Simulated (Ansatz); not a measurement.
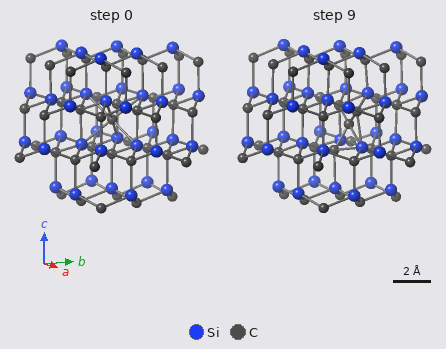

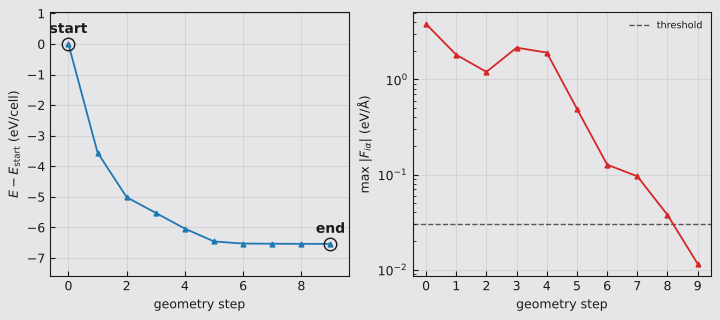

First and last geometry of a relaxation of a defect cell of composition Si96C97 (cell charge +2), with the history of the run. A ball-and-stick model of the atoms within 5.8 Å of the atom that moves most (axes of the cell of the calculation (origin shifted)), seen slightly off an axis.

Method: DFT, PBEsol, PAW, plane waves in Ansatz. Settings: plane-wave cutoff 420 eV; k-point mesh 1 × 1 × 1; mesh shifted by (0.25, 0.25, 0.25); no spin polarisation; atoms relaxed in a fixed cell; force threshold 0.03 eV/Å; at most 80 steps.

Read the history and describe the run.

Answer. It converged. Over 9 geometry steps the energy falls by 6.536 eV per cell of the calculation. The largest force component goes from 3.8 to 0.011 eV/Å. The largest move is that of a C atom, 0.85 Å along [0 2 −1]. By element the largest moves are C 0.85 Å, Si 0.18 Å. The cell doesn't change. Some distances before and after: C–C 1.928 → 2.845 Å, C–Si 2.176 → 2.855 Å, C–C 1.887 → 1.625 Å, C–C 1.860 → 1.631 Å. Bonds break, among them: C–Si (2.18 → 2.85 Å), C–Si (2.19 → 2.86 Å). Bond angles that change, for instance: C–Si–C 126.7° → 100.5°, C–Si–C 126.3° → 100.4°, C–Si–C 125.4° → 100.4°. Cost: 30 s on 1 × NVIDIA GB300 Max-Q with 8 threads of Arm Neoverse-V2, peak memory 2.6 GiB.

Limits of the set-up: the cell is charged, on a uniform background, and energies carry no finite-size correction.
